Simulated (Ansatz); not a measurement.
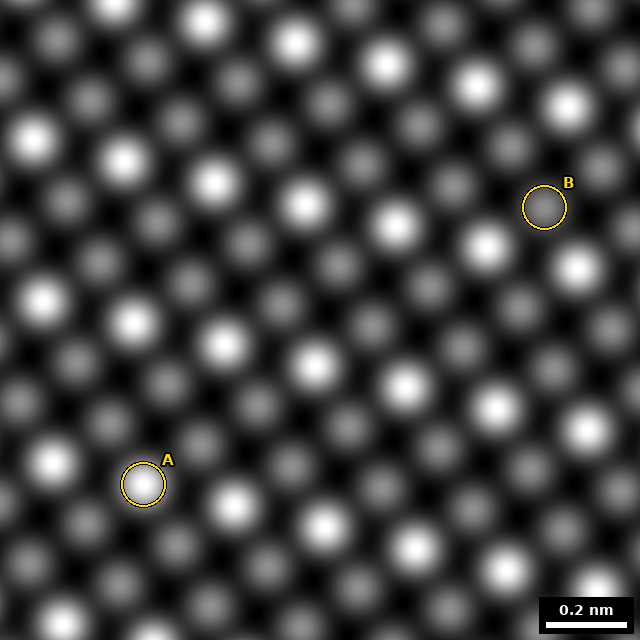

Dark-field STEM-like image of As (P6_3/mmc, No. 194) along [201]. Simulation: incoherent imaging, intensity Z^1.8 per atom, probe width 0.99 Å, thin sample. The probe carries 15 % of its weight in a tail 2.5 times as wide. The display is stretched by a gamma of 0.8; percentages refer to the linear signal. Atomic positions: the geometry relaxed with DFT PBE, scalar-relativistic, plane waves, PAW (Ansatz); the starting structure was generated, so it need not be a known form of this composition.

```yaml
crystal:
  lattice:
    - [4.48444, 0.00000, 0.00000]
    - [-2.24222, 3.88364, 0.00000]
    - [0.00000, 0.00000, 5.47355]
  atoms:
    - { symbol: As, position: [0.00000, 0.00000, 0.25000] }
    - { symbol: As, position: [0.00000, 0.00000, 0.75000] }
    - { symbol: As, position: [0.33333, 0.66667, 0.75000] }
    - { symbol: As, position: [0.66667, 0.33333, 0.25000] }
```

### What lies under each ring?

A: As (2 As per 10.51 Å along the beam; the brightest kind). B: As (1 As per 10.51 Å along the beam; about 50 % of the brightest peak). Brightness is counted from the darkest point of the image.
